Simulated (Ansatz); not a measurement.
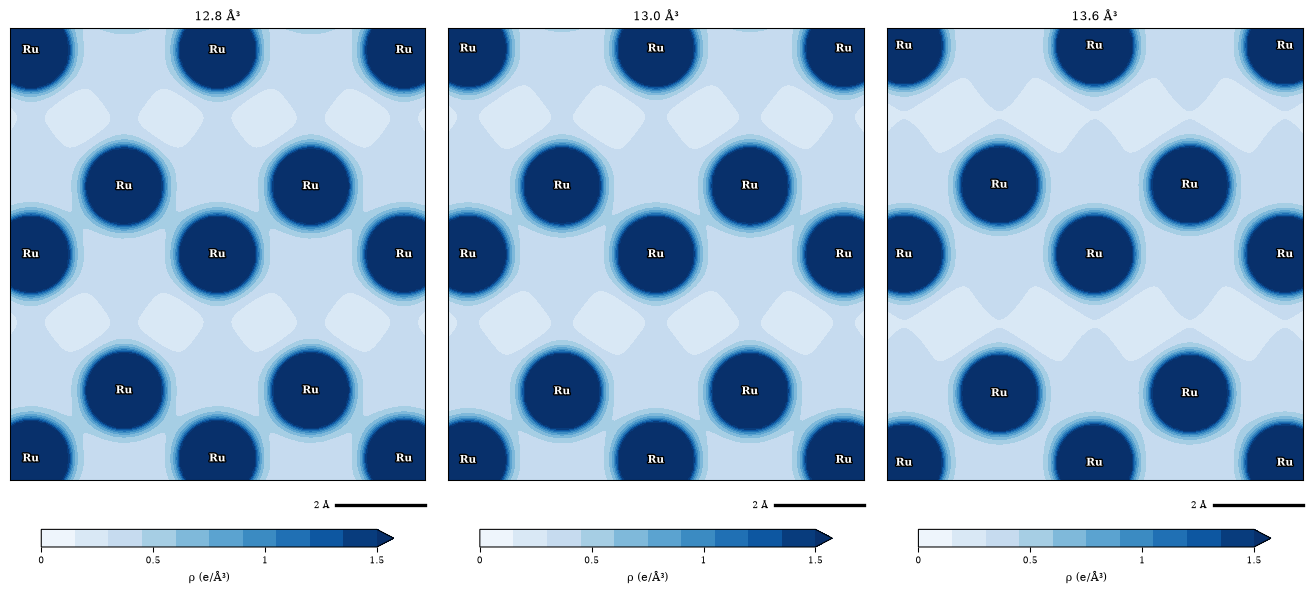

Ru. The valence pseudo-density of cells scaled evenly to different volumes (given per atom above each panel), on the (110) plane of each (indices in the axes of the cell below), at one length scale and on one colour scale.

Computed without spin polarisation.

Level of theory: DFT, PBE, PAW with Ansatz's default frozen-core files, scalar-relativistic (Ansatz 0.2.0).

The density is the valence pseudo-density of a PAW calculation; it isn't the true density close to the nuclei.

The largest cell:

```yaml
crystal:
  lattice:
    - [2.73259, 0.00000, 0.00000]
    - [-1.36630, 2.36649, 0.00000]
    - [0.00000, 0.00000, 4.32430]
  atoms:
    - { symbol: Ru, position: [0.33333, 0.66667, 0.25000] }
    - { symbol: Ru, position: [0.66667, 0.33333, 0.75000] }
```

| volume (Å³/atom) | Ru–Ru contact in the plane (Å) | ρ at its midpoint (e/Å³) | pressure (GPa) | 
| --- | --- | --- | --- |
| 12.76 | 2.596 | 0.470 | 28.5 | 
| 13.03 | 2.615 | 0.455 | 19.6 | 
| 13.30 | 2.633 | ? | ? | 
| 13.57 | 2.650 | 0.427 | 4.6 | 
| 13.98 | 2.677 | 0.408 | −4.7 | 

> What values belong in the row with question marks?

Over the known rows ln ρ falls by 1.76 per Å of Ru–Ru distance (a least-squares line), which gives 0.440 e/Å³ at 2.633 Å; the calculation gives 0.441 e/Å³. For the pressure, a straight line in volume between the neighbouring rows gives 12.1 GPa; the calculation gives 11.6, lower because pressure rises ever faster on compression.
